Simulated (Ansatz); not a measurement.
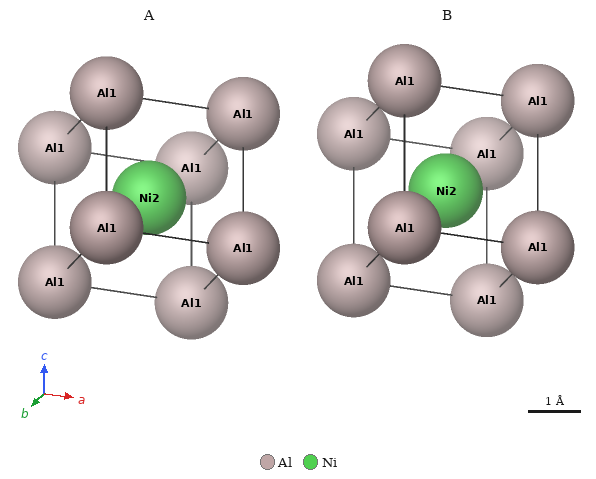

Two geometries of solid AlNi (set up in Cmmm), drawn at one scale. One is the start of a relaxation, the other its converged end. Style: spheres-only. Shown: the cell of the calculation, from a free direction.

Method: DFT LDA, scalar-relativistic, plane waves, PAW (Ansatz 0.2.0). Settings: plane-wave cutoff 420 eV; k-point mesh 16 × 16 × 14; occupations gaussian; smearing width 0.1 eV; no spin polarisation; cell and atoms relaxed; force threshold 0.005 eV/Å; at most 80 steps.

**Which one is relaxed?**

Structure A is the relaxed one. No atom moves by more than 0.005 Å relative to the cell. The drawn cell changes as follows: a = b 2.752 → 2.829 Å (+2.8 %), c 3.099 → 2.840 Å (−8.4 %), γ 90.4° → 90.0°; the volume changes by −3.2 %. Among the contacts that change: Al1–Al1 2.752 → 2.829 Å, Ni2–Ni2 2.752 → 2.829 Å, Al1–Ni2 2.493 → 2.453 Å. Within 0.06 Å the space group is P4/mmm at the start and Pm-3m at the end; at a tighter tolerance small leftover displacements or strains of the cell lower it. Over 6 accepted moves (8 points after the start) the energy falls by 28.6 meV per atom. All forces vanish by symmetry, so only the cell relaxes. Pressure: −5.09 GPa at the start and 0.00 GPa at the end. At 2 points the geometry stayed and the basis and grid were re-selected for the new cell (energy shift of 0.1 meV per atom at most each time). Cost: 110 s on 1 thread of Arm Neoverse V2, with other jobs on the host, peak memory 0.47 GiB.
